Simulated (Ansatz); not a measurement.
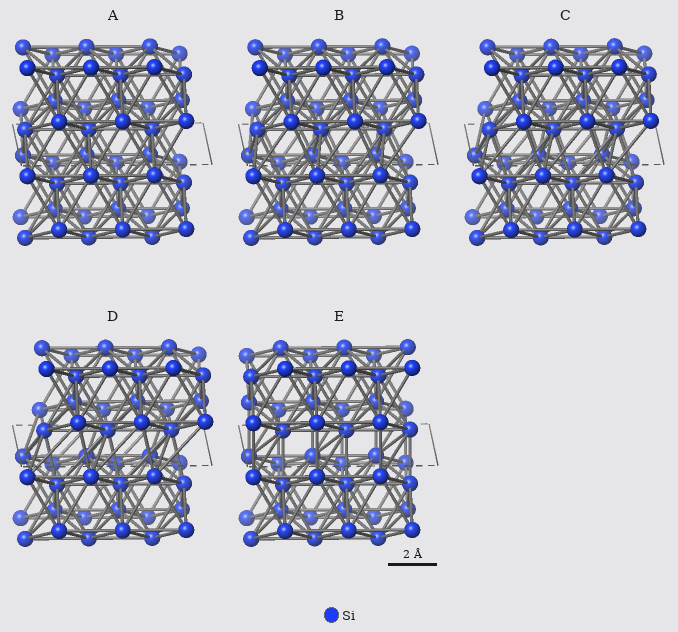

A scan of a crystal of Si (P6_3/mmc) along one coordinate. Style: ball-and-stick. Shown: the layers on both sides of the dashed plane, from the side, nearly along that plane.

Method: DFT LDA, scalar-relativistic, plane waves, PAW in Ansatz. (plane-wave cutoff 420 eV; k-point mesh 22 × 13 × 7; occupations gaussian; smearing width 0.15 eV; no spin polarisation). Energies (free energies at the smearing named) are counted from the relaxed crystal.

Which coordinate changes from frame to frame?

The crystal above a cut along the (1 0 0) plane of the conventional cell (between a plane of Si below and one of Si above, 1.53 Å apart) is slid rigidly by fractions of an in-plane lattice vector 2.65 Å long (a generalised stacking fault). In the frames the slip is 0.00 (A), 0.10 (B), 0.20 (C), 0.30 (D), 0.50 (E). One cut stands in each cell, which starts 9.2 Å high; nothing is relaxed, and the dashed outline marks the cut. Their energies are 0.0 mJ/m², 10.7 mJ/m², 54.4 mJ/m², 126.2 mJ/m², 230.9 mJ/m².
